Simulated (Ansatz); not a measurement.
# AlZn₁₇O₁₈ (cell with a defect): what the fields show

```yaml
crystal:
  lattice:
    - [0.00000, -5.68007, -5.29318]
    - [-4.91908, 2.84003, -5.29318]
    - [4.91908, 2.84003, -5.29318]
  atoms:
    - { symbol: Al, position: [0.38857, 0.05523, 0.05523] }
    - { symbol: Zn, position: [0.05377, 0.38848, 0.05577] }
    - { symbol: Zn, position: [0.38910, 0.72044, 0.38848] }
    - { symbol: Zn, position: [0.38910, 0.38848, 0.72044] }
    - { symbol: Zn, position: [0.05377, 0.05577, 0.38848] }
    - { symbol: Zn, position: [0.72181, 0.72044, 0.05577] }
    - { symbol: Zn, position: [0.72270, 0.38937, 0.38937] }
    - { symbol: Zn, position: [0.05399, 0.72066, 0.72066] }
    - { symbol: Zn, position: [0.72181, 0.05577, 0.72044] }
    - { symbol: Zn, position: [0.44519, 0.44329, 0.11186] }
    - { symbol: Zn, position: [0.11136, 0.77802, 0.11233] }
    - { symbol: Zn, position: [0.44519, 0.11186, 0.44329] }
    - { symbol: Zn, position: [0.44566, 0.77802, 0.77802] }
    - { symbol: Zn, position: [0.11060, 0.44415, 0.44415] }
    - { symbol: Zn, position: [0.77663, 0.11186, 0.11186] }
    - { symbol: Zn, position: [0.77748, 0.77726, 0.44415] }
    - { symbol: Zn, position: [0.11136, 0.11233, 0.77802] }
    - { symbol: Zn, position: [0.77748, 0.44415, 0.77726] }
    - { symbol: O, position: [0.27430, 0.94097, 0.94097] }
    - { symbol: O, position: [0.92858, 0.26083, 0.92966] }
    - { symbol: O, position: [0.26299, 0.59524, 0.26083] }
    - { symbol: O, position: [0.26299, 0.26083, 0.59524] }
    - { symbol: O, position: [0.92858, 0.92966, 0.26083] }
    - { symbol: O, position: [0.59416, 0.59524, 0.92966] }
    - { symbol: O, position: [0.59572, 0.26239, 0.26239] }
    - { symbol: O, position: [0.92855, 0.59522, 0.59522] }
    - { symbol: O, position: [0.59416, 0.92966, 0.59524] }
    - { symbol: O, position: [0.32409, 0.29366, 0.99076] }
    - { symbol: O, position: [0.98616, 0.65283, 0.98479] }
    - { symbol: O, position: [0.32409, 0.99076, 0.29366] }
    - { symbol: O, position: [0.31812, 0.65283, 0.65283] }
    - { symbol: O, position: [0.98561, 0.31731, 0.31731] }
    - { symbol: O, position: [0.62699, 0.99076, 0.99076] }
    - { symbol: O, position: [0.65065, 0.65228, 0.31731] }
    - { symbol: O, position: [0.98616, 0.98479, 0.65283] }
    - { symbol: O, position: [0.65065, 0.31731, 0.65228] }
```

Spin-polarised.

Method: DFT PBE, scalar-relativistic, plane waves, PAW in Ansatz 0.2.0.

The density is the valence pseudo-density of a PAW calculation; it isn't the true density close to the nuclei.

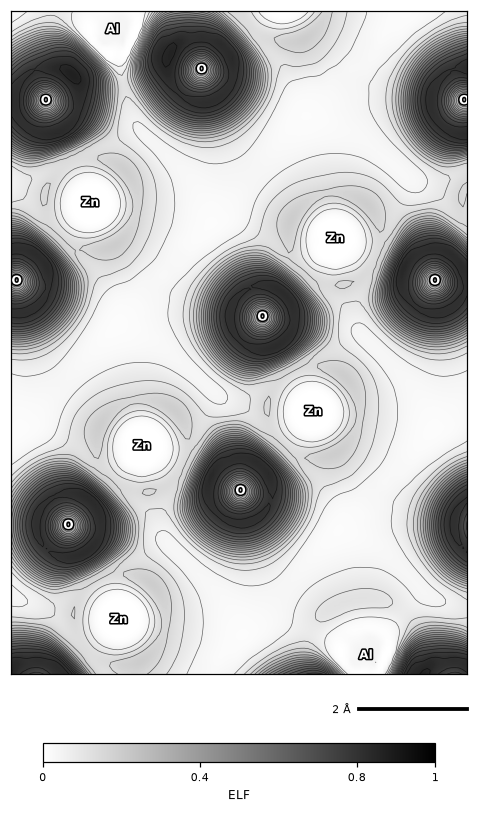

Figure 1. ELF on the (011̄) plane of the calculation cell.

Q: Interpret the plot.

A: Atoms in the plane: Al, Zn and O. Al–O (1.81 Å): the ELF peaks at about 0.85 in the valence shell of O, 0.7 Å from its nucleus, and is about 0.80 at the midpoint. Zn–O (2.02 Å): the ELF peaks at about 0.85 in the valence shell of O, 0.6 Å from its nucleus, and is about 0.25 at the midpoint; no localised pair shows between them. Zn–O (2.07 Å): the ELF peaks at about 0.85 in the valence shell of O, 0.6 Å from its nucleus, and is about 0.20 at the midpoint; no localised pair shows between them.

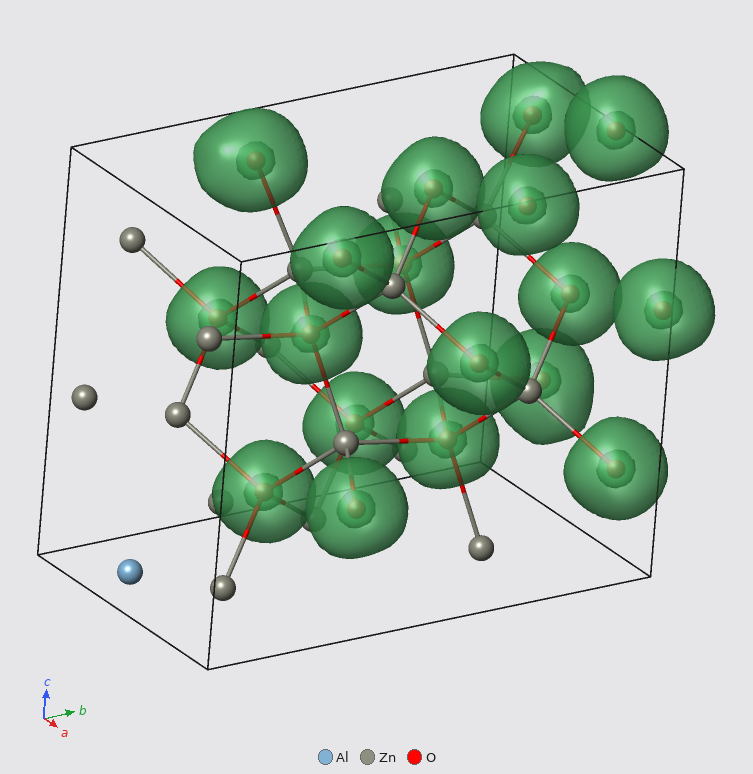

Figure 2. Isosurface of the ELF at 0.65 (green), seen slightly off an axis. Core shells and regions of very low density are left out. Sticks mark near contacts.

Q: Describe the localisation domains.

A: The surface consists of four regions on O in which the atom's valence shell and bonds are merged and 14 regions wrapped around O (the valence shell of each), counted in one cell of 36 atoms. Regions shared between cells count once. Profiles from the grid: Zn–O (1.99 Å): the ELF peaks at about 0.85 in the valence shell of O, 0.6 Å from its nucleus, and is about 0.25 at the midpoint: no localised pair shows between them.

Q: Does the calculation give a band gap?

A: It is metallic or semimetallic at this level of theory: no gap opens.
